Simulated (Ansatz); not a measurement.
Ir

Input

```
crystal:
  lattice:
    - [12.23845525, 0.0, 0.0]
    - [0.0, 2.23343126, 0.0]
    - [0.0, 0.0, 7.1930008]
  atoms:
    - { symbol: Ir, position: [0.25, 0.0, 0.1639884], spin: 1.06 }
    - { symbol: Ir, position: [0.75, 0.0, 0.8360116], spin: 1.06 }
basis:
  ecutwfc: 420
kpoints:
  mp_grid: { grid: [6, 24, 8] }
hamiltonian:
  xc: pbe
  dispersion: d3bj
scf:
  occupations: { method: gaussian, width: 0.15 }
output:
  forces: true
  stress: true
  eigenvalues: true
  populations: true
  write_density: true
  write_potential: true
  elf: true
  volumetric_format: npy
magnetization:
  spin_polarized: true
```

Command:

```sh
ansatz run input.yaml --threads 1 --pin off --max-ram 2560MiB --backend cpu --events-out ev --progress --plain --runs-dir out
```

Below, planes, directions and counts refer to the conventional cell (a = 12.24 Å, b = 2.23 Å, c = 7.19 Å, α = 90.00°, β = 90.00°, γ = 90.00°).

Space group Pmma; a structure from a database of computed crystals, not necessarily the ambient phase; spin-polarised.

These are results of Ansatz 0.2.0, DFT PBE+D3(BJ), scalar-relativistic, plane waves, PAW, not measurements.

The density is the valence pseudo-density of a PAW calculation; it isn't the true density close to the nuclei.

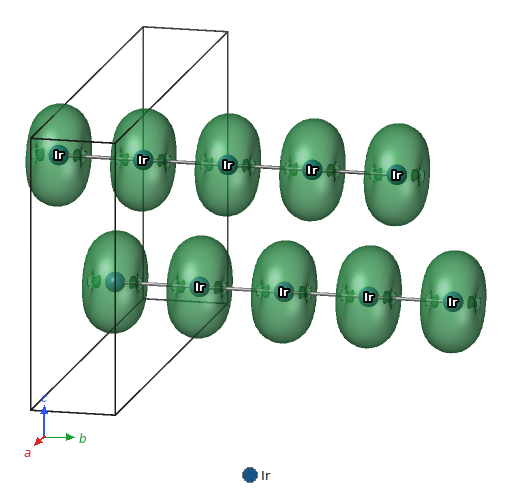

Figure 1. Isosurfaces of the magnetisation density (up minus down) at +0.02 (green) and −0.02 e/Å³ (red), seen slightly off an axis. Sticks mark near contacts.

Which atoms carry the moments, and with what signs?

Answer. The spin density sits on Ir: +0.4 μB (×2) in one cell of 2 atoms: parallel moments (a ferromagnetic arrangement) in this solution. The cell of the calculation (2 atoms) carries 1.1 μB of net spin moment. Only one sign reaches the isovalue.

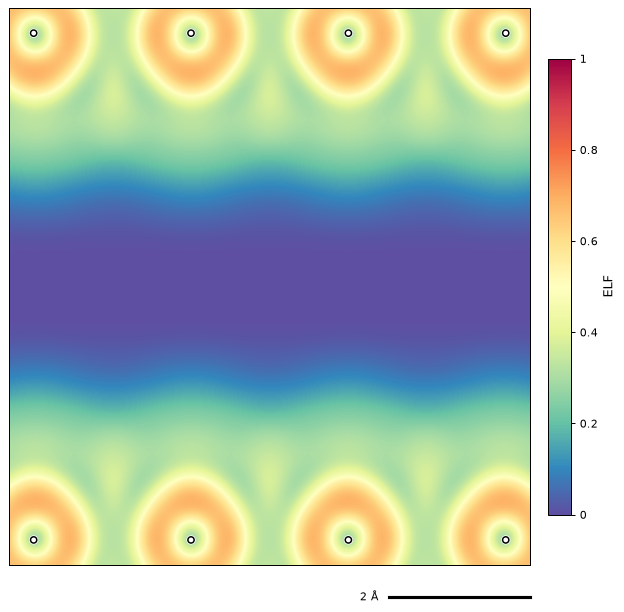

Figure 2. ELF on the (100) plane of the conventional cell. Circles mark the nuclei in the plane (Ir).

Read the bonding off the picture.

Answer. The plane passes through Ir nuclei. Ir–Ir (2.23 Å): the ELF is about 0.30 at the midpoint. The features right at Ir lie inside the PAW spheres, where the map follows smoothed inner orbitals and isn't to be read closely.

Does the calculation give a band gap?

Answer. It is gapless in this calculation (a metal or semimetal).
